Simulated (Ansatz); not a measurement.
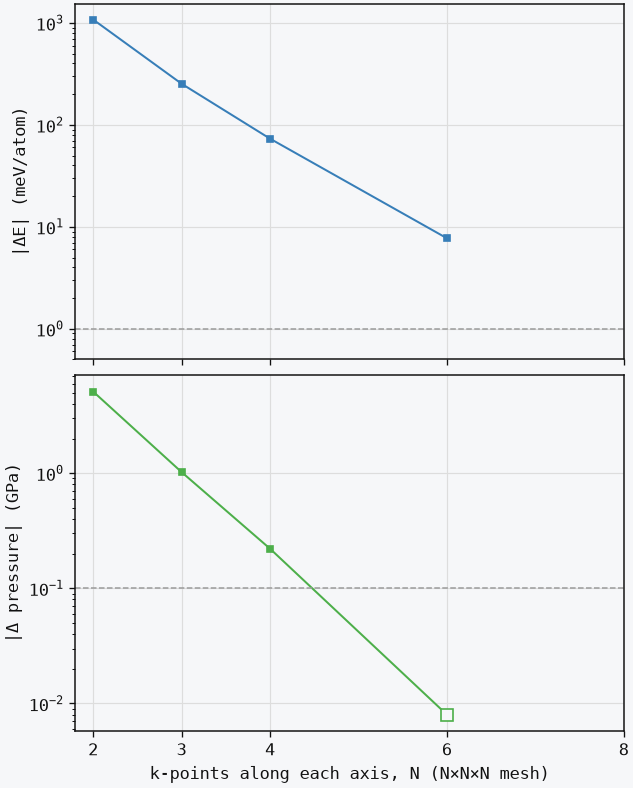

Convergence test: the k-point mesh is varied and all else is held.
The run: GaAs (F-43m, 2 atoms in the cell), by HSE06, plane waves, PAW datasets in Ansatz; cutoff 420 eV, Fermi–Dirac smearing of 0.02 eV.
ΔE is the free energy less its value at the densest setting, 8×8×8.
Dashed lines or grey bands mark the tolerance: 1 meV/atom and 0.1 GPa.
On logarithmic panels, open markers lie below the reference value and filled ones above.

Question: What is enough for the free energy to 1 meV/atom?

Answer: The free energy at the last setting but one, 6×6×6, is still more than 1 meV/atom from the densest setting's value, so the scan doesn't show it converged. It is off by 1100 meV/atom at 2×2×2, 73 meV/atom at 4×4×4 and 7.7 meV/atom at 6×6×6 (always above it).

Question: How does the pressure behave (tolerance 0.1 GPa)?

Answer: The pressure is within 0.1 GPa of the densest setting's value from 6×6×6 on. It is off by 5.1 GPa at 2×2×2, 1 GPa at 3×3×3 and 0.22 GPa at 4×4×4 (on both sides of it).
